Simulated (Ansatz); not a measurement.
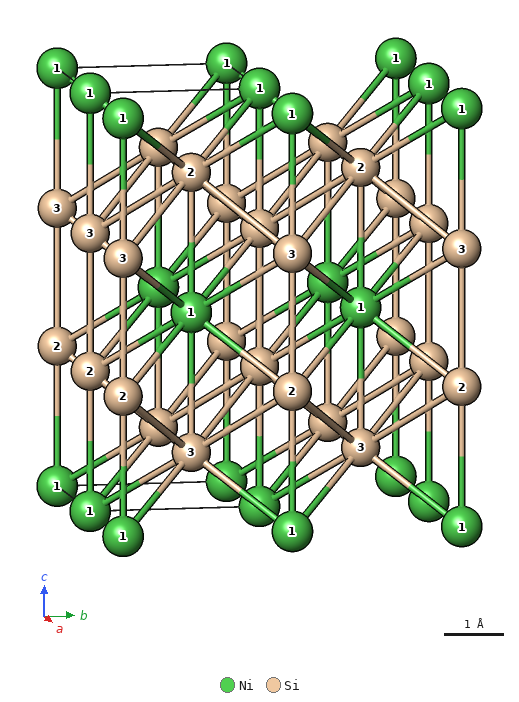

The structure as given in the input (ball-and-stick view of the cell 2 times as large as that of the calculation, set on its symmetry axes, repeated 2 × 2 × 1, seen slightly off an axis; atoms are numbered from 1 in the order of the input). Near neighbours in the crystal (not all of them lie inside the picture): Ni has 10 Si at 2.41 to 2.43 Å; Si has 5 Ni at 2.41 to 2.43 Å and 5 Si at 2.39 to 2.43 Å.

Run report: NiSi₂, geometry relaxation (part 1 of 3)

System: NiSi₂ (I4/mmm, 3 atoms in the cell).
Method: DFT, PBE, PAW with Ansatz's default frozen-core files, scalar-relativistic, no spin polarisation (Ansatz 0.2.0).

The structure was built on a prototype by a generator; it need not be a known phase. It belongs to a series of runs on one base structure; here: cell relaxed at zero pressure. Figures and captions count atoms from 1; the log counts them from 0 in places.

Log:
```
Engine: ansatz 0.2.0, x86_64-unknown-linux-gnu
Pseudopotentials: kind: paw
Pseudopotential: Ni, paw, valence charge 18, recommended cutoff 420 eV (normal), Ni.paw.azcp
Pseudopotential: Si, paw, valence charge 4, recommended cutoff 420 eV (normal), Si.paw.azcp
Functional definition: PBE
  parameter kappa = 0.804
  parameter beta = 0.06672455060314922
  exchange = pbe_x(kappa = kappa, mu = beta*pi^2/3)
  correlation = pbe_c(beta = beta)
Crystal: 3 atoms, lattice volume = 31.647 Å³
Basis set: ecut = 420 eV, 585 PW (Γ), exchange–correlation on 60×60×60 points (8 copies of the dense FFT grid, shifted against one another)
Bands: 17, of which v1, the nominal top of the filled ones, is band 13 counted from 1 (12 counted from 0)
Symmetry: 16 space group operations
Space group: I4/mmm (ITA 139), of the structure as read, at distance tolerance 3.2e-5 Å
k-points: 244 of 2744
Non-local potential: Ni, projectors of the file, l = 0: 3, l = 1: 2, l = 2: 3, l = 3: 1
Non-local potential: Si, projectors of the file, l = 0: 2, l = 1: 2, l = 2: 2
PAW form: soft (Blöchl's): semilocal exchange-correlation on the pseudo side does not see the compensation charge
PAW one-centre angular grid: Ni, 590 points (default); XC on 64 Gauss nodes
PAW one-centre angular grid: Si, 110 points (default); XC on 64 Gauss nodes
Initial density: superposition of atomic densities (neutral atoms: chi_scale 0, normalization atom), corrected by the library's trained network
Initial wavefunctions: pseudopotential atomic-orbital guess
Functional: x = pbe(κ = 0.804, μ = 0.2195149727645171), c = pbe(β = 0.06672455060314922)
SCF iter   1: F=—  HF=-7110.431778 eV  |F-HF|=—  |Δ(HF+E_count)|=         —  Δρ=1.80e-2  dr2=7.04e-2  ethr=1.77e-3  ⟨swp⟩=5.4  Hψ=21605  notcnv=0
preconditioner: auto → Kerker (q_TF=auto, 2.640 Å⁻¹)  [metal: Δε(μ)=0.005 eV  Ē_g=8.641 eV  σ=0.050 eV  W_gap=0.03  n_scr=10 (ndim 8)  ℏωp=28.0 eV  f_vac=0.000  D(μ)=1.83/eV (n_scr^D=14)]
SCF iter   2: F=—  HF=-7110.424677 eV  |F-HF|=—  |Δ(HF+E_count)|=   7.10e-3  Δρ=4.57e-3  dr2=5.97e-3  ethr=2.71e-4  ⟨swp⟩=2.0  Hψ=6953  notcnv=0  defer=1
SCF iter   3: F=—  HF=-7110.423531 eV  |F-HF|=—  |Δ(HF+E_count)|=   1.15e-3  Δρ=1.64e-3  dr2=8.91e-4  ethr=2.30e-5  ⟨swp⟩=1.0  Hψ=4211  notcnv=0  defer=1
SCF iter   4: F=—  HF=-7110.423425 eV  |F-HF|=—  |Δ(HF+E_count)|=   1.07e-4  Δρ=3.98e-4  dr2=2.81e-5  ethr=3.43e-6  ⟨swp⟩=2.5  Hψ=6291  notcnv=0  defer=1
SCF iter   5: F=—  HF=-7110.423417 eV  |F-HF|=—  |Δ(HF+E_count)|=   7.13e-6  Δρ=6.66e-5  dr2=1.37e-6  ethr=1.08e-7  ⟨swp⟩=2.3  Hψ=6835  notcnv=0  defer=1
SCF iter   6: F=-7110.423417 eV  HF=-7110.423417 eV  |F-HF|=1.70e-8  |Δ(HF+E_count)|=   1.50e-7  Δρ=9.01e-6  dr2=2.53e-8  ethr=3.85e-10  ⟨swp⟩=8.0  Hψ=26524  notcnv=0
SCF 1 converged in 6 iterations: F = -7110.423417 eV  dr2 = 2.53e-8
  Residual-converged pass: ⟨swp⟩=1.0  Hψ=5125  notcnv=0  max |occ|·‖R‖ = 7.0e-9 eV (tolerance 1.0e-8 eV)  dr2=2.53e-8  dr2_onsite=2.78e-8  max |Δocc| = 2.6e-10
  greatest PAW one-centre occupation: 1.001 electrons in one spin orbital (limit 2), on the Ni atom at site 0 (counted from 0), in its partial waves of l = 1
relax step   1: F+E_penalty+E_count = -7110.42341728 eV  Δ(F+E_penalty+E_count) = +0.000e0 eV  max|allowed force component| = 1.562e-1 eV/Å  Δτ_max = 0.0000 Å  P = +39.883 GPa  Ω = 31.647 Å³  (6 SCF iters, dr2 threshold 1.00e-7 eV, accepted)
Crystal: 3 atoms, lattice volume = 34.663 Å³
Basis set: ecut = 420 eV, 657 PW (Γ), exchange–correlation on 60×60×60 points (8 copies of the dense FFT grid, shifted against one another)
Initial density: handed on by an earlier stage of this run
Initial wavefunctions: those handed on with the density
iter 1 solved again at ethr=1.10e-4 eV; its pass at ethr=3.10e-3 eV (dr2=2.85e-2 eV) is discarded
SCF iter   1: F=—  HF=-7111.008826 eV  |F-HF|=—  |Δ(HF+E_count)|=         —  Δρ=1.08e-2  dr2=2.97e-2  ethr=1.10e-4  ⟨swp⟩=1.9  Hψ=28545  notcnv=0
preconditioner: auto → Kerker (q_TF=auto, 2.601 Å⁻¹)  [metal: Δε(μ)=0.004 eV  Ē_g=8.022 eV  σ=0.050 eV  W_gap=0.02  n_scr=10 (ndim 8)  ℏωp=26.8 eV  f_vac=0.000  D(μ)=1.72/eV (n_scr^D=14)]
SCF iter   2: F=—  HF=-7111.003975 eV  |F-HF|=—  |Δ(HF+E_count)|=   4.85e-3  Δρ=4.01e-3  dr2=5.43e-3  ethr=1.10e-4  ⟨swp⟩=1.9  Hψ=4571  notcnv=0
SCF iter   3: F=—  HF=-7111.002351 eV  |F-HF|=—  |Δ(HF+E_count)|=   1.62e-3  Δρ=9.55e-4  dr2=3.40e-4  ethr=2.09e-5  ⟨swp⟩=2.3  Hψ=6476  notcnv=0
SCF iter   4: F=—  HF=-7111.002277 eV  |F-HF|=—  |Δ(HF+E_count)|=   7.44e-5  Δρ=4.76e-4  dr2=6.23e-5  ethr=1.31e-6  ⟨swp⟩=2.5  Hψ=6422  notcnv=0
SCF iter   5: F=—  HF=-7111.002251 eV  |F-HF|=—  |Δ(HF+E_count)|=   2.51e-5  Δρ=8.84e-5  dr2=1.42e-6  ethr=2.40e-7  ⟨swp⟩=1.3  Hψ=4689  notcnv=0
SCF iter   6: F=-7111.002251 eV  HF=-7111.002251 eV  |F-HF|=2.74e-8  |Δ(HF+E_count)|=   6.66e-7  Δρ=2.28e-5  dr2=1.26e-7  ethr=1.15e-9  ⟨swp⟩=9.0  Hψ=30553  notcnv=0
SCF 2 converged in 6 iterations: F = -7111.002251 eV  dr2 = 1.26e-7
  Residual-converged pass: ⟨swp⟩=1.0  Hψ=5132  notcnv=0  max |occ|·‖R‖ = 7.1e-9 eV (tolerance 1.0e-8 eV)  dr2=1.26e-7  dr2_onsite=2.34e-7  max |Δocc| = 9.1e-10
relax step   2: F+E_penalty+E_count = -7111.00225073 eV  Δ(F+E_penalty+E_count) = -5.788e-1 eV  max|allowed force component| = 1.813e-1 eV/Å  Δτ_max = 0.0010 Å  P = +17.325 GPa  Ω = 34.663 Å³  energy of the carried Pulay correction = -9.809e-4 eV  (6 SCF iters, dr2 threshold 3.00e-7 eV, accepted)
Crystal: 3 atoms, lattice volume = 37.642 Å³
Basis set: ecut = 420 eV, 737 PW (Γ), exchange–correlation on 60×60×60 points (8 copies of the dense FFT grid, shifted against one another)
iter 1 solved again at ethr=8.19e-5 eV; its pass at ethr=3.10e-3 eV (dr2=2.13e-2 eV) is discarded
SCF iter   1: F=—  HF=-7111.253351 eV  |F-HF|=—  |Δ(HF+E_count)|=         —  Δρ=9.74e-3  dr2=2.21e-2  ethr=8.19e-5  ⟨swp⟩=1.7  Hψ=30660  notcnv=0
preconditioner: auto → Kerker (q_TF=auto, 2.565 Å⁻¹)  [metal: Δε(μ)=0.006 eV  Ē_g=7.539 eV  σ=0.050 eV  W_gap=0.03  n_scr=10 (ndim 8)  ℏωp=25.7 eV  f_vac=0.000  D(μ)=1.62/eV (n_scr^D=14)]
SCF iter   2: F=—  HF=-7111.249487 eV  |F-HF|=—  |Δ(HF+E_count)|=   3.86e-3  Δρ=4.15e-3  dr2=5.09e-3  ethr=8.19e-5  ⟨swp⟩=1.2  Hψ=4198  notcnv=0
SCF iter   3: F=—  HF=-7111.248050 eV  |F-HF|=—  |Δ(HF+E_count)|=   1.44e-3  Δρ=6.20e-4  dr2=1.70e-4  ethr=1.96e-5  ⟨swp⟩=2.3  Hψ=6241  notcnv=0
SCF iter   4: F=—  HF=-7111.248003 eV  |F-HF|=—  |Δ(HF+E_count)|=   4.72e-5  Δρ=4.09e-4  dr2=4.75e-5  ethr=6.52e-7  ⟨swp⟩=2.4  Hψ=6742  notcnv=0
SCF iter   5: F=—  HF=-7111.247996 eV  |F-HF|=—  |Δ(HF+E_count)|=   7.35e-6  Δρ=8.58e-5  dr2=1.43e-6  ethr=1.83e-7  ⟨swp⟩=1.6  Hψ=5389  notcnv=0
SCF iter   6: F=-7111.247995 eV  HF=-7111.247995 eV  |F-HF|=1.95e-8  |Δ(HF+E_count)|=   4.81e-7  Δρ=1.77e-5  dr2=9.64e-8  ethr=1.15e-9  ⟨swp⟩=9.4  Hψ=31712  notcnv=0
SCF 3 converged in 6 iterations: F = -7111.247995 eV  dr2 = 9.64e-8
  Residual-converged pass: ⟨swp⟩=1.0  Hψ=5133  notcnv=0  max |occ|·‖R‖ = 7.1e-9 eV (tolerance 1.0e-8 eV)  dr2=9.64e-8  dr2_onsite=1.45e-7  max |Δocc| = 3.4e-10
relax step   3: F+E_penalty+E_count = -7111.24799505 eV  Δ(F+E_penalty+E_count) = -2.457e-1 eV  max|allowed force component| = 9.116e-2 eV/Å  Δτ_max = 0.0086 Å  P = +2.380 GPa  Ω = 37.642 Å³  energy of the carried Pulay correction = -1.866e-3 eV  (6 SCF iters, dr2 threshold 3.00e-7 eV, accepted)
Crystal: 3 atoms, lattice volume = 38.489 Å³
Basis set: ecut = 420 eV, 751 PW (Γ), exchange–correlation on 60×60×60 points (8 copies of the dense FFT grid, shifted against one another)
iter 1 solved again at ethr=1.00e-5 eV; its pass at ethr=3.10e-3 eV (dr2=2.60e-3 eV) is discarded
SCF iter   1: F=—  HF=-7111.273454 eV  |F-HF|=—  |Δ(HF+E_count)|=         —  Δρ=3.82e-3  dr2=3.06e-3  ethr=1.00e-5  ⟨swp⟩=2.0  Hψ=29770  notcnv=0
preconditioner: auto → Kerker (q_TF=auto, 2.556 Å⁻¹)  [metal: Δε(μ)=0.016 eV  Ē_g=7.430 eV  σ=0.050 eV  W_gap=0.08  n_scr=10 (ndim 8)  ℏωp=25.4 eV  f_vac=0.000  D(μ)=1.57/eV (n_scr^D=14)]
SCF iter   2: F=—  HF=-7111.272910 eV  |F-HF|=—  |Δ(HF+E_count)|=   5.44e-4  Δρ=1.85e-3  dr2=9.45e-4  ethr=1.00e-5  ⟨swp⟩=1.0  Hψ=4148  notcnv=0
SCF iter   3: F=—  HF=-7111.272664 eV  |F-HF|=—  |Δ(HF+E_count)|=   2.46e-4  Δρ=2.02e-4  dr2=1.73e-5  ethr=3.64e-6  ⟨swp⟩=2.4  Hψ=6126  notcnv=0
SCF iter   4: F=—  HF=-7111.272655 eV  |F-HF|=—  |Δ(HF+E_count)|=   8.60e-6  Δρ=1.25e-4  dr2=4.26e-6  ethr=6.65e-8  ⟨swp⟩=2.5  Hψ=6952  notcnv=0
SCF iter   5: F=—  HF=-7111.272655 eV  |F-HF|=—  |Δ(HF+E_count)|=   4.61e-7  Δρ=6.06e-5  dr2=8.28e-7  ethr=1.64e-8  ⟨swp⟩=2.3  Hψ=5857  notcnv=0
SCF iter   6: F=-7111.272655 eV  HF=-7111.272655 eV  |F-HF|=1.74e-9  |Δ(HF+E_count)|=   9.90e-8  Δρ=6.02e-6  dr2=1.20e-8  ethr=1.15e-9  ⟨swp⟩=9.1  Hψ=29579  notcnv=0
SCF 4 converged in 6 iterations: F = -7111.272655 eV  dr2 = 1.20e-8
relax step   4: F+E_penalty+E_count = -7111.27265491 eV  Δ(F+E_penalty+E_count) = -2.466e-2 eV  max|allowed force component| = 3.559e-2 eV/Å  Δτ_max = 0.0059 Å  P = -0.843 GPa  Ω = 38.489 Å³  energy of the carried Pulay correction = -2.105e-3 eV  (6 SCF iters, dr2 threshold 3.00e-7 eV, accepted)
Crystal: 3 atoms, lattice volume = 38.347 Å³
Basis set: ecut = 420 eV, 735 PW (Γ), exchange–correlation on 60×60×60 points (8 copies of the dense FFT grid, shifted against one another)
iter 1 solved again at ethr=9.63e-6 eV; its pass at ethr=3.10e-3 eV (dr2=2.50e-3 eV) is discarded
SCF iter   1: F=—  HF=-7111.279919 eV  |F-HF|=—  |Δ(HF+E_count)|=         —  Δρ=3.77e-3  dr2=2.56e-3  ethr=9.63e-6  ⟨swp⟩=2.1  Hψ=29436  notcnv=0
preconditioner: auto → Kerker (q_TF=auto, 2.557 Å⁻¹)  [metal: Δε(μ)=0.004 eV  Ē_g=7.486 eV  σ=0.050 eV  W_gap=0.02  n_scr=10 (ndim 8)  ℏωp=25.4 eV  f_vac=0.000  D(μ)=1.67/eV (n_scr^D=14)]
SCF iter   2: F=—  HF=-7111.279316 eV  |F-HF|=—  |Δ(HF+E_count)|=   6.02e-4  Δρ=1.97e-3  dr2=1.01e-3  ethr=9.63e-6  ⟨swp⟩=1.0  Hψ=4148  notcnv=0
SCF iter   3: F=—  HF=-7111.279021 eV  |F-HF|=—  |Δ(HF+E_count)|=   2.96e-4  Δρ=2.48e-4  dr2=2.10e-5  ethr=3.87e-6  ⟨swp⟩=2.3  Hψ=6000  notcnv=0
SCF iter   4: F=—  HF=-7111.279009 eV  |F-HF|=—  |Δ(HF+E_count)|=   1.21e-5  Δρ=5.57e-5  dr2=9.54e-7  ethr=8.09e-8  ⟨swp⟩=2.4  Hψ=7168  notcnv=0
SCF iter   5: F=—  HF=-7111.279009 eV  |F-HF|=—  |Δ(HF+E_count)|=  6.22e-10  Δρ=4.09e-5  dr2=4.07e-7  ethr=3.67e-9  ⟨swp⟩=2.4  Hψ=6834  notcnv=0
SCF iter   6: F=-7111.279009 eV  HF=-7111.279009 eV  |F-HF|=1.51e-9  |Δ(HF+E_count)|=   2.82e-8  Δρ=4.68e-6  dr2=6.51e-9  ethr=1.15e-9  ⟨swp⟩=8.9  Hψ=28096  notcnv=0
SCF 5 converged in 6 iterations: F = -7111.279009 eV  dr2 = 6.51e-9
relax step   5: F+E_penalty+E_count = -7111.27900855 eV  Δ(F+E_penalty+E_count) = -6.354e-3 eV  max|allowed force component| = 6.511e-2 eV/Å  Δτ_max = 0.0080 Å  P = -0.103 GPa  Ω = 38.347 Å³  energy of the carried Pulay correction = -2.065e-3 eV  (6 SCF iters, dr2 threshold 3.00e-7 eV, accepted)
Crystal: 3 atoms, lattice volume = 38.323 Å³
iter 1 solved again at ethr=5.74e-7 eV; its pass at ethr=3.10e-3 eV (dr2=1.49e-4 eV) is discarded
SCF iter   1: F=—  HF=-7111.279297 eV  |F-HF|=—  |Δ(HF+E_count)|=         —  Δρ=5.09e-4  dr2=1.45e-4  ethr=5.74e-7  ⟨swp⟩=2.1  Hψ=23062  notcnv=0
preconditioner: auto → Kerker (q_TF=auto, 2.557 Å⁻¹)  [metal: Δε(μ)=0.009 eV  Ē_g=7.481 eV  σ=0.050 eV  W_gap=0.04  n_scr=10 (ndim 8)  ℏωp=25.4 eV  f_vac=0.000  D(μ)=1.67/eV (n_scr^D=14)]
SCF iter   2: F=—  HF=-7111.279259 eV  |F-HF|=—  |Δ(HF+E_count)|=   3.77e-5  Δρ=2.66e-4  dr2=5.14e-5  ethr=5.59e-7  ⟨swp⟩=1.0  Hψ=4149  notcnv=0
SCF iter   3: F=—  HF=-7111.279242 eV  |F-HF|=—  |Δ(HF+E_count)|=   1.73e-5  Δρ=6.12e-5  dr2=1.18e-6  ethr=1.98e-7  ⟨swp⟩=2.1  Hψ=6197  notcnv=0
iter 4 did not close the SCF: its close was put off for the readings that it lacked (scf_convergence_deferred on its scf_iter line)
SCF iter   4: F=-7111.279241 eV  HF=-7111.279241 eV  |F-HF|=9.20e-8  |Δ(HF+E_count)|=   3.41e-7  Δρ=2.47e-5  dr2=1.82e-7  ethr=4.53e-9  ⟨swp⟩=2.1  Hψ=7180  notcnv=0
iter 5 did not close the SCF: its close was put off for the readings that it lacked (scf_convergence_deferred on its scf_iter line)
SCF iter   5: F=-7111.279241 eV  HF=-7111.279241 eV  |F-HF|=6.24e-9  |Δ(HF+E_count)|=   1.14e-8  Δρ=4.87e-6  dr2=7.90e-9  ethr=7.00e-10  ⟨swp⟩=1.0  Hψ=4149  notcnv=0
SCF iter   6: F=-7111.279241 eV  HF=-7111.279241 eV  |F-HF|=1.46e-10  |Δ(HF+E_count)|=   1.63e-9  Δρ=1.45e-6  dr2=7.28e-10  ethr=3.04e-11  ⟨swp⟩=6.0  Hψ=26854  notcnv=0
SCF 6 converged in 6 iterations: F = -7111.279241 eV  dr2 = 7.28e-10
relax step   6: F+E_penalty+E_count = -7111.27924138 eV  Δ(F+E_penalty+E_count) = -2.328e-4 eV  max|allowed force component| = 1.395e-2 eV/Å  Δτ_max = 0.0042 Å  P = -0.010 GPa  Ω = 38.323 Å³  energy of the carried Pulay correction = -2.058e-3 eV  (6 SCF iters, dr2 threshold 2.65e-7 eV, accepted)
Crystal: 3 atoms, lattice volume = 38.319 Å³
iter 1 solved again at ethr=3.71e-8 eV; its pass at ethr=3.10e-3 eV (dr2=9.66e-6 eV) is discarded
```
